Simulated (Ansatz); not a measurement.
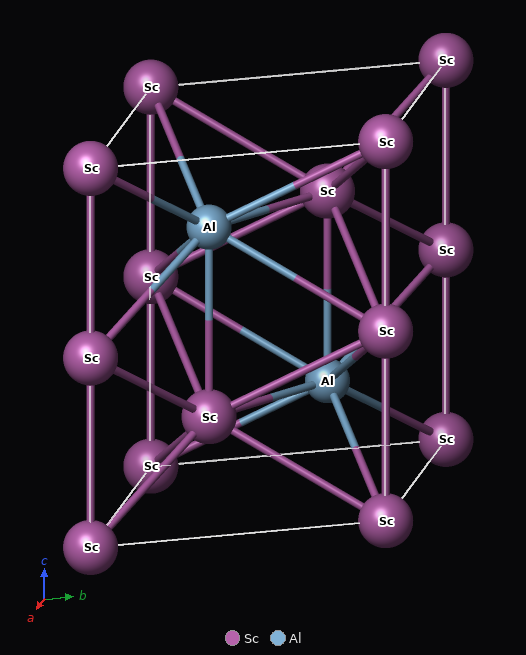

Shown here is a ball-and-stick view of the crystal, taken slightly off an axis. Lines trace the edges of the conventional unit cell. Cell: a = 4.89 Å, b = 4.89 Å, c = 6.16 Å, α = 90.00°, β = 90.00°, γ = 120.00°.

The model was built from a structure listed in the Materials Project. Earlier steps of the study may have refined or changed the cell and positions. A calculation with Ansatz used it as input.

In words:

Answer. The structure is one of Sc₂Al. It is primitive hexagonal, space group P6_3/mmc (No. 194). Type of structure: Ni₂In type. It has 6 atoms to the cell (4 Sc, 2 Al). The neighbours of Al are eleven Sc at about 2.8 to 3.2 Å. Sc takes two kinds of site: 2a with eight Sc and six Al (about 3.1 to 3.2 Å to Sc, 3.2 Å to Al); 2d with six Sc and five Al (about 3.2 Å to Sc, 2.8 to 3.1 Å to Al). The bonds build a three-dimensional framework.

Calculation details: Ansatz, DFT r2SCAN, scalar-relativistic, plane waves, PAW; an energy cutoff of 500 eV, a 12×12×6 k-point grid, Gaussian smearing of 0.1 eV, no spin polarisation.

What does the calculation say: metal or gapped?

Answer. A metal: bands cross the Fermi level.

What charge does Bader's analysis assign to each element?

Answer. Sc +1.21 e; Al -2.43 e.

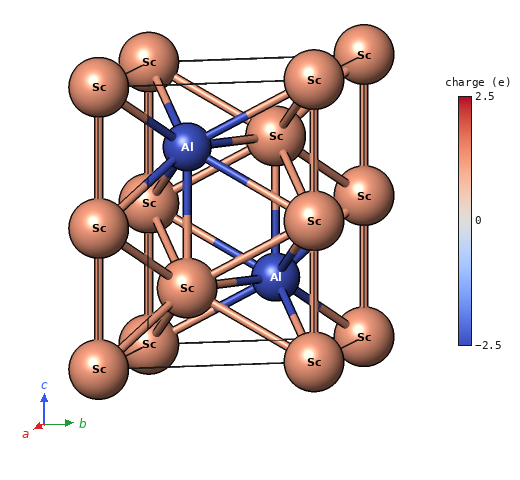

The atoms coloured by those charges. The run's cell of 6 atoms is drawn.

Has the structure come to rest?

Answer. Yes. All forces vanish to within 0.01 eV/Å. The pressure is 0.0 GPa, close to zero.
